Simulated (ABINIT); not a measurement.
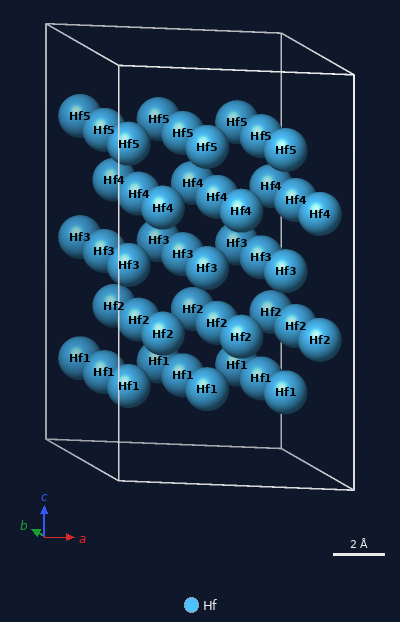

The structure (spheres-only view of the 3 × 3 repeat of the cell, with the vacuum cut short, seen slightly off an axis; atoms are numbered from 1 in the order of the input). An atom can appear more than once, as a periodic image.

# Hf: workfunction calculation

System: Hf (slab, 5 atoms in the cell).
Method: Kohn-Sham DFT of a periodic cell, PBE, JTH PAW PBE v2.0, no spin polarisation (ABINIT 10.8.3).

The structure derives from an entry of the Crystallography Open Database.

## Output
```
.Version 10.8.3 of ABINIT
 Symmetries : space group P-6 m 2 (#187); Bravais hP (primitive hexag.)
================================================================================
 Values of the parameters that define the memory need of the present run
     intxc =       0    ionmov =       0      iscf =      17    lmnmax =      18
     lnmax =       6     mgfft =     192  mpssoang =       3    mqgrid =   13171
     natom =       5  nloc_mem =       2    nspden =       1   nspinor =       1
    nsppol =       1      nsym =      12    n1xccc =       1    ntypat =       1
    occopt =       3   xclevel =       2
       mpw =        5984          nfft =      110592          nkpt =          14
Pmy_natom=         2
 PAW method is used; the additional fine FFT grid is defined by:
   mgfftf=       270    nfftf =    349920
================================================================================
================================================================================

--------------------------------------------------------------------------------
------------- Echo of variables that govern the present computation ------------
--------------------------------------------------------------------------------
 -outvars: echo values of preprocessed input variables --------
            acell      1.0000000000E+00  1.0000000000E+00  1.0000000000E+00 Bohr
              amu      1.78490000E+02
          chkprim           0
      chksymtnons           0
             ecut      1.90000000E+01 Hartree
              ixc          11
         kptrlatt       10    0    0      0   10    0      0    0    1
          kptrlen      6.04088471E+01
            natom           5
            nband          36
            ngfft          24      24     192
          ngfftdg          36      36     270
             nkpt          14
            nstep         120
             nsym          12
           ntypat           1
           occopt           3
        pawecutdg      3.80000000E+01 Hartree
         pawxcdev           0
        prtebands           0
           prteig           0
           prtpot           1
         prtvclmb           1
           prtvha           1
            prtwf           0
            rprim      6.0408847247E+00  0.0000000000E+00  0.0000000000E+00
                      -3.0204423529E+00  5.2315596231E+00  0.0000000000E+00
                       0.0000000000E+00  0.0000000000E+00  4.7461605493E+01
          spgroup         187
           tolsym      1.00000000E-06
           tolvrs      1.00000000E-09
           tsmear      1.83747000E-03 Hartree
            typat      1  1  1  1  1
           useylm           1
           xangst     -1.2649676208E-08  1.8456147613E+00  7.6567269987E+00
                       1.5983492496E+00  9.2280738528E-01  1.0009715891E+01
                      -1.2649676208E-08  1.8456147613E+00  1.2557800001E+01
                       1.5983492496E+00  9.2280738528E-01  1.5105884112E+01
                      -1.2649676208E-08  1.8456147613E+00  1.7458873004E+01
            xcart     -2.3904423615E-08  3.4877064328E+00  1.4469117048E+01
                       3.0204423353E+00  1.7438532251E+00  1.8915621632E+01
                      -2.3904423615E-08  3.4877064328E+00  2.3730802747E+01
                       3.0204423353E+00  1.7438532251E+00  2.8545983861E+01
                      -2.3904423615E-08  3.4877064328E+00  3.2992488445E+01
             xred      3.3333333000E-01  6.6666667000E-01  3.0485941000E-01
                       6.6666666333E-01  3.3333333667E-01  3.9854576000E-01
                       3.3333333000E-01  6.6666667000E-01  5.0000000000E-01
                       6.6666666333E-01  3.3333333667E-01  6.0145424000E-01
                       3.3333333000E-01  6.6666667000E-01  6.9514059000E-01
            znucl       72.00000

================================================================================

 chkinp: Checking input parameters for consistency.

================================================================================
== DATASET  1 ==================================================================

--- !DatasetInfo
iteration_state: {dtset: 1, }
dimensions: {natom: 5, nkpt: 14, mband: 36, nsppol: 1, nspinor: 1, nspden: 1, mpw: 5984, }
cutoff_energies: {ecut:  19.0, pawecutdg:  38.0, }
electrons: {nelect:   6.00000000E+01, charge:   0.00000000E+00, occopt:   3.00000000E+00, tsmear:   1.83747000E-03, }
meta: {optdriver: 0, ionmov: 0, optcell: 0, iscf: 17, paral_kgb: 0, }
...

 Exchange-correlation functional for the present dataset will be:
  GGA: Perdew-Burke-Ernzerhof functional - ixc=11
  J.P.Perdew, K.Burke, M.Ernzerhof, PRL 77, 3865 (1996)

 Real(R)+Recip(G) space primitive vectors, cartesian coordinates (Bohr,Bohr^-1):
 R(1)=  6.0408847  0.0000000  0.0000000  G(1)=  0.1655387  0.0955738  0.0000000
 R(2)= -3.0204424  5.2315596  0.0000000  G(2)=  0.0000000  0.1911476  0.0000000
 R(3)=  0.0000000  0.0000000 47.4616055  G(3)=  0.0000000  0.0000000  0.0210697
 Unit cell volume ucvol=  1.4999409E+03 bohr^3
 Angles (23,13,12)=  9.00000000E+01  9.00000000E+01  1.20000000E+02 degrees

 Coarse grid specifications (used for wave-functions):

 getcut: wavevector=  0.0000  0.0000  0.0000  ngfft=  24  24 192
         ecut(hartree)=     19.000   => boxcut(ratio)=   2.02474

 Fine grid specifications (used for densities):

 getcut: wavevector=  0.0000  0.0000  0.0000  ngfft=  36  36 270
         ecut(hartree)=     38.000   => boxcut(ratio)=   2.05005

--- Pseudopotential description ------------------------------------------------
- pspini: atom type   1  psp file is ./Hf.GGA_PBE-JTH.xml
 Pseudopotential format is: paw10
 basis_size (lnmax)=  6 (lmn_size= 18), orbitals=   0   0   1   1   2   2
 Spheres core radius: rc_sph= 2.41119446
 Shapefunction is SIN type: shapef(r)=[sin(pi*r/rshp)/(pi*r/rshp)]**2
 Radius for shape functions =  2.41119446
 Compensation charge density is not taken into account in XC energy/potential

   2.78486042E+04                                ecore*ucvol(ha*bohr**3)
--------------------------------------------------------------------------------

================================================================================

--- !BeginCycle
iteration_state: {dtset: 1, }
solver: {iscf: 17, nstep: 120, nline: 4, wfoptalg: 10, }
tolerances: {tolvrs: 1.00E-09, }
...

     iter   Etot(hartree)      deltaE(h)  residm     nres2
 ETOT  1  -247.34375615052    -2.473E+02 1.403E+00 3.987E+00
 ETOT  2  -250.13234160847    -2.789E+00 2.124E-02 2.673E+00
 ETOT  3  -250.12005020329     1.229E-02 2.148E-02 7.751E-01
 ETOT  4  -250.11492562304     5.125E-03 4.153E-03 6.411E-01
 ETOT  5  -250.11100473005     3.921E-03 1.695E-03 6.048E-02
 ETOT  6  -250.11051710904     4.876E-04 1.532E-03 3.340E-02
 ETOT  7  -250.11009708201     4.200E-04 1.198E-03 2.130E-02
 ETOT  8  -250.10954261784     5.545E-04 1.454E-03 1.434E-02
 ETOT  9  -250.10917413333     3.685E-04 9.515E-04 8.850E-03
 ETOT 10  -250.10866090397     5.132E-04 8.414E-04 5.728E-03
 ETOT 11  -250.10815840999     5.025E-04 7.193E-04 3.712E-03
 ETOT 12  -250.10790745729     2.510E-04 5.237E-04 3.049E-03
 ETOT 13  -250.10766301711     2.444E-04 9.530E-04 1.967E-03
 ETOT 14  -250.10756044375     1.026E-04 5.906E-04 1.729E-03
 ETOT 15  -250.10745278940     1.077E-04 8.214E-04 1.461E-03
 ETOT 16  -250.10737193939     8.085E-05 4.331E-04 1.296E-03
 ETOT 17  -250.10731375617     5.818E-05 4.976E-04 1.175E-03
 ETOT 18  -250.10722050680     9.325E-05 2.375E-04 9.719E-04
 ETOT 19  -250.10716646141     5.405E-05 2.537E-04 8.461E-04
 ETOT 20  -250.10708956673     7.689E-05 1.181E-04 6.529E-04
 ETOT 21  -250.10699355746     9.601E-05 1.262E-04 2.201E-04
 ETOT 22  -250.10702794860    -3.439E-05 6.185E-05 6.651E-05
 ETOT 23  -250.10707589592    -4.795E-05 6.274E-05 9.146E-06
 ETOT 24  -250.10708448352    -8.588E-06 4.449E-05 1.823E-06
 ETOT 25  -250.10708524164    -7.581E-07 3.266E-05 1.015E-06
 ETOT 26  -250.10708651022    -1.269E-06 3.286E-05 1.611E-07
 ETOT 27  -250.10708667423    -1.640E-07 2.921E-05 4.363E-08
 ETOT 28  -250.10708671092    -3.669E-08 2.366E-05 1.358E-08
 ETOT 29  -250.10708672160    -1.069E-08 2.593E-05 1.177E-08
 ETOT 30  -250.10708672148     1.253E-10 1.675E-05 2.603E-09
 ETOT 31  -250.10708672219    -7.142E-10 2.283E-05 9.539E-10

 At SCF step   31       nres2   =  9.54E-10 < tolvrs=  1.00E-09 =>converged.

 Cartesian components of stress tensor (hartree/bohr^3)
  sigma(1 1)=  9.78506768E-06  sigma(3 2)=  0.00000000E+00
  sigma(2 2)=  9.78511420E-06  sigma(3 1)=  0.00000000E+00
  sigma(3 3)= -3.45768535E-05  sigma(2 1)= -2.23768516E-11

--- !ResultsGS
iteration_state: {dtset: 1, }
comment   : Summary of ground state results
lattice_vectors:
- [  6.0408847,   0.0000000,   0.0000000, ]
- [ -3.0204424,   5.2315596,   0.0000000, ]
- [  0.0000000,   0.0000000,  47.4616055, ]
lattice_lengths: [   6.04088,    6.04088,   47.46161, ]
lattice_angles: [ 90.000,  90.000, 120.000, ] # degrees, (23, 13, 12)
lattice_volume:   1.4999409E+03
convergence: {deltae: -7.142E-10, res2:  9.539E-10, residm:  2.283E-05, diffor: null, }
etotal    :  -2.50107087E+02
entropy   :   0.00000000E+00
fermie    :  -1.07891774E-01
cartesian_stress_tensor: # hartree/bohr^3
- [  9.78506768E-06,  -2.23768516E-11,   0.00000000E+00, ]
- [ -2.23768516E-11,   9.78511420E-06,   0.00000000E+00, ]
- [  0.00000000E+00,   0.00000000E+00,  -3.45768535E-05, ]
pressure_GPa:   1.4717E-01
xred      :
- [  3.3333E-01,   6.6667E-01,   3.0486E-01, Hf]
- [  6.6667E-01,   3.3333E-01,   3.9855E-01, Hf]
- [  3.3333E-01,   6.6667E-01,   5.0000E-01, Hf]
- [  6.6667E-01,   3.3333E-01,   6.0145E-01, Hf]
- [  3.3333E-01,   6.6667E-01,   6.9514E-01, Hf]
cartesian_forces: # hartree/bohr
- [ -1.71162969E-27,   6.25866248E-27,  -1.72075449E-03, ]
- [ -7.41706200E-27,  -1.35055348E-26,  -1.51831187E-03, ]
- [ -1.71162969E-27,  -3.62343617E-27,   8.67361738E-20, ]
- [  9.69923492E-27,   9.55269534E-27,   1.51831187E-03, ]
- [  1.14108646E-27,   1.31761315E-27,   1.72075449E-03, ]
force_length_stats: {min:   8.67361738E-20, max:   1.72075449E-03, mean:   1.29562654E-03, }
...

 Integrated electronic density in atomic spheres:
 ------------------------------------------------
 Atom  Sphere_radius  Integrated_density
    1        2.41119          9.46760368
    2        2.41119          9.52091270
    3        2.41119          9.47532480
    4        2.41119          9.52091270
    5        2.41119          9.46760368

================================================================================

 ----iterations are completed or convergence reached----

 Mean square residual over all n,k,spin=   13.925E-08; max=  22.829E-06
 reduced coordinates (array xred) for    5 atoms
       0.333333330000      0.666666670000      0.304859410000
       0.666666663333      0.333333336667      0.398545760000
       0.333333330000      0.666666670000      0.500000000000
       0.666666663333      0.333333336667      0.601454240000
       0.333333330000      0.666666670000      0.695140590000
 rms dE/dt=  3.9771E-02; max dE/dt=  8.1670E-02; dE/dt below (all hartree)
    1       0.000000000000      0.000000000000      0.081669770737
    2       0.000000000000      0.000000000000      0.072061519124
    3       0.000000000000      0.000000000000      0.000000000000
    4      -0.000000000000      0.000000000000     -0.072061519124
    5      -0.000000000000      0.000000000000     -0.081669770737

 cartesian coordinates (angstrom) at end:
    1     -0.00000001264968     1.84561476132586     7.65672699869143
    2      1.59834924960072     0.92280738527697    10.00971589102661
    3     -0.00000001264968     1.84561476132586    12.55780000146860
    4      1.59834924960072     0.92280738527697    15.10588411191059
    5     -0.00000001264968     1.84561476132586    17.45887300424576

 cartesian forces (hartree/bohr) at end:
    1     -0.00000000000000     0.00000000000000    -0.00172075448962
    2     -0.00000000000000    -0.00000000000000    -0.00151831187282
    3     -0.00000000000000    -0.00000000000000     0.00000000000000
    4      0.00000000000000     0.00000000000000     0.00151831187282
    5      0.00000000000000     0.00000000000000     0.00172075448962
 frms,max,avg= 8.3795521E-04 1.7207545E-03   0.000E+00  0.000E+00  0.000E+00 h/b

 cartesian forces (eV/Angstrom) at end:
    1     -0.00000000000000     0.00000000000000    -0.08848475353547
    2     -0.00000000000000    -0.00000000000000    -0.07807473562731
    3     -0.00000000000000    -0.00000000000000     0.00000000000000
    4      0.00000000000000     0.00000000000000     0.07807473562731
    5      0.00000000000000     0.00000000000000     0.08848475353547
 frms,max,avg= 4.3089389E-02 8.8484754E-02   0.000E+00  0.000E+00  0.000E+00 e/A
 length scales=  1.000000000000  1.000000000000  1.000000000000 bohr
              =  0.529177210544  0.529177210544  0.529177210544 angstroms
 Fermi (or HOMO) energy (hartree) =  -0.10789   Average Vxc (hartree)=  -0.24134
 Eigenvalues (hartree) for nkpt=  14  k points:
 kpt#   1, nband= 36, wtk=  0.01000, kpt=  0.0000  0.0000  0.0000 (reduced coord)
  -2.38952   -2.38952   -2.38063   -2.37455   -2.37442   -1.24858   -1.24681   -1.23586
  -1.22518   -1.22518   -1.22517   -1.22517   -1.21978   -1.21703   -1.21703   -1.21408
  -1.21198   -1.21198   -1.21149   -1.21149   -0.36778   -0.34123   -0.30057   -0.26411
  -0.24590   -0.11634   -0.10904   -0.08744   -0.08729   -0.07080   -0.07080   -0.06803
  -0.06802   -0.06557   -0.06556   -0.05589
      occupation numbers for kpt#   1
   2.00000    2.00000    2.00000    2.00000    2.00000    2.00000    2.00000    2.00000
   2.00000    2.00000    2.00000    2.00000    2.00000    2.00000    2.00000    2.00000
   2.00000    2.00000    2.00000    2.00000    2.00000    2.00000    2.00000    2.00000
   2.00000    1.98010    1.30232    0.00003    0.00003    0.00000    0.00000    0.00000
   0.00000    0.00000    0.00000    0.00000
 prteigrs : prtvol=0 or 1, do not print more k-points.

--- !EnergyTerms
iteration_state     : {dtset: 1, }
comment             : Components of total free energy in Hartree
kinetic             :  2.67343494764565E+01
hartree             :  7.68686689202987E+02
xc                  : -4.50355281814336E+01
Ewald energy        :  5.63244038258087E+02
psp_core            :  1.85664674467022E+01
local_psp           : -1.48239871007435E+03
PAW spherical_terms : -9.99032202003231E+01
internal            : -2.50105914071877E+02
'-kT*entropy'       : -1.17414115130670E-03
total_energy        : -2.50107088213028E+02
total_energy_eV     : -6.80576058022236E+03
...

--- !EnergyTermsDC
iteration_state     : {dtset: 1, }
comment             : '"Double-counting" decomposition of free energy'
band_energy         : -6.43261057558954E+01
Ewald energy        :  5.63244038258087E+02
psp_core            :  1.85664674467022E+01
xc_dc               : -7.94266586062103E+02
PAW spherical_terms :  2.66762735321683E+01
internal            : -2.50105912581041E+02
'-kT*entropy'       : -1.17414115130670E-03
total_energy_dc     : -2.50107086722193E+02
total_energy_dc_eV  : -6.80576053965465E+03
...

--- !EnergyTermsWithPAWCore
iteration_state     : {dtset: 1, }
comment             : 'Components of total free energy, including PAW core contributions'
Total energy        : -7.53923604395105E+04
Total energy DC     : -7.53923604380197E+04
Total energy (eV)   : -2.05153063991574E+06
Total energy DC (eV): -2.05153063987517E+06
...

 Cartesian components of stress tensor (hartree/bohr^3)
  sigma(1 1)=  9.78506768E-06  sigma(3 2)=  0.00000000E+00
  sigma(2 2)=  9.78511420E-06  sigma(3 1)=  0.00000000E+00
  sigma(3 3)= -3.45768535E-05  sigma(2 1)= -2.23768516E-11

-Cartesian components of stress tensor (GPa)         [Pressure=  1.4717E-01 GPa]
- sigma(1 1)=  2.87886630E-01  sigma(3 2)=  0.00000000E+00
- sigma(2 2)=  2.87887999E-01  sigma(3 1)=  0.00000000E+00
- sigma(3 3)= -1.01728615E+00  sigma(2 1)= -6.58349702E-07

== END DATASET(S) ==============================================================
================================================================================

 -outvars: echo values of variables after computation  --------
            acell      1.0000000000E+00  1.0000000000E+00  1.0000000000E+00 Bohr
           etotal     -2.5010708672E+02
            fcart     -1.7116296914E-27  6.2586624809E-27 -1.7207544896E-03
                      -7.4170619959E-27 -1.3505534807E-26 -1.5183118728E-03
                      -1.7116296914E-27 -3.6234361683E-27  8.6736173799E-20
                       9.6992349177E-27  9.5526953434E-27  1.5183118728E-03
                       1.1410864609E-27  1.3176131512E-27  1.7207544896E-03
            rprim      6.0408847247E+00  0.0000000000E+00  0.0000000000E+00
                      -3.0204423529E+00  5.2315596231E+00  0.0000000000E+00
                       0.0000000000E+00  0.0000000000E+00  4.7461605493E+01
           strten      9.7850676782E-06  9.7851142010E-06 -3.4576853549E-05
                       0.0000000000E+00  0.0000000000E+00 -2.2376851559E-11
           xangst     -1.2649676208E-08  1.8456147613E+00  7.6567269987E+00
                       1.5983492496E+00  9.2280738528E-01  1.0009715891E+01
                      -1.2649676208E-08  1.8456147613E+00  1.2557800001E+01
                       1.5983492496E+00  9.2280738528E-01  1.5105884112E+01
                      -1.2649676208E-08  1.8456147613E+00  1.7458873004E+01
             xred      3.3333333000E-01  6.6666667000E-01  3.0485941000E-01
                       6.6666666333E-01  3.3333333667E-01  3.9854576000E-01
                       3.3333333000E-01  6.6666667000E-01  5.0000000000E-01
                       6.6666666333E-01  3.3333333667E-01  6.0145424000E-01
                       3.3333333000E-01  6.6666667000E-01  6.9514059000E-01
 Calculation completed.
```

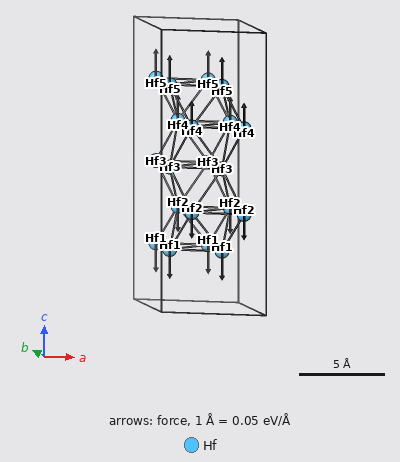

Forces on the atoms as black arrows (ball-and-stick view of the 2 × 2 repeat of the cell, with the vacuum cut short, seen slightly off an axis; atoms are numbered from 1 in the order of the input). The largest act on Hf1, Hf5 (0.09 eV/Å); Hf2, Hf4 (0.08 eV/Å). The geometry is not a stationary point of this energy.

The run was set up as follows.

## The input
```
pp_dirpath "./"
pseudos "Hf.GGA_PBE-JTH.xml"

acell 3*1.0
rprim
     6.0408847247     0.0000000000     0.0000000000
    -3.0204423529     5.2315596231     0.0000000000
     0.0000000000     0.0000000000    47.4616054934
ntypat 1
znucl 72
natom 5
typat 1 1 1 1 1
xred
     0.3333333300     0.6666666700     0.3048594100
     0.6666666700     0.3333333300     0.3985457600
     0.3333333300     0.6666666700     0.5000000000
     0.6666666700     0.3333333300     0.6014542400
     0.3333333300     0.6666666700     0.6951405900
chkprim 0
chksymtnons 0
tolsym 1.0e-6

ecut 19.0
pawecutdg 38.0
pawxcdev 0

kptopt 1
ngkpt 10 10 1
nshiftk 1
shiftk 0.0 0.0 0.0

ixc 11

nband 36
occopt 3
tsmear 0.00183747

nstep 120
tolvrs 1.0e-9

iomode 3
prtwf 0
prteig 0
prtebands 0
prtden 1
prtvha 1
prtvclmb 1
prtpot 1
```

Command:
```bash
mpirun --bind-to none -np 4 abinit run.abi > log 2>&1
```

## Key numbers

```tsv
quantity	value
outcome	converged
electrons treated	60
free energy	−6805.7605 eV
work function	4.42 eV
Fermi energy	−2.936 eV
gap on the k-point mesh	none (metallic)
largest force (length of the vector)	0.088 eV/Å
hardware	4 threads of Arm Neoverse V2, 24 GiB of memory available, shared host
wall time	91 s (CPU time 6.1 min)
peak memory	0.84 GiB
```

Spin–orbit coupling is left out, which matters for Hf.
